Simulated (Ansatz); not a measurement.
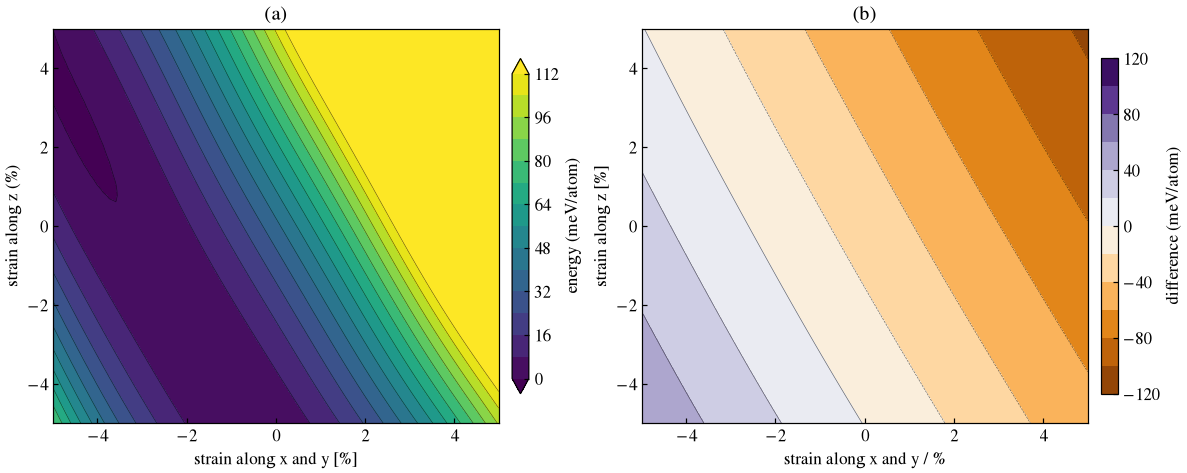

Au (Im-3m, No. 229; 1 atom in the cell). 
- The cell is strained homogeneously, by one strain along x and y and another along z, with fractional coordinates fixed (x, y and z along the cube axes).
- First axis: strain along x and y. Second axis: strain along z.
- Grid: 5 × 5 points.
- Energies are in meV/atom, from each map's own lowest point.
- The reference cell is the one listed in the database, not relaxed at this level.
- Theory: DFT PBEsol, scalar-relativistic, plane waves, PAW (Ansatz 0.2.0). Settings: cutoff 420 eV, k-mesh 20×20×20, gaussian smearing 0.15 eV, no spin polarisation.

Panel (a): Ansatz 0.2.0, DFT PBEsol, scalar-relativistic, plane waves, PAW. Panel (b): the map at Ansatz 0.2.0, DFT r2SCAN, scalar-relativistic, plane waves, PAW less the map of (a), each from its own lowest point.

Q: How does the change of method alter the landscape?

A: The difference runs from −103 meV/atom at strain along x and y = 5.0 %, strain along z = 5.0 % to 57 meV/atom at strain along x and y = −5.0 %, strain along z = −5.0 %.
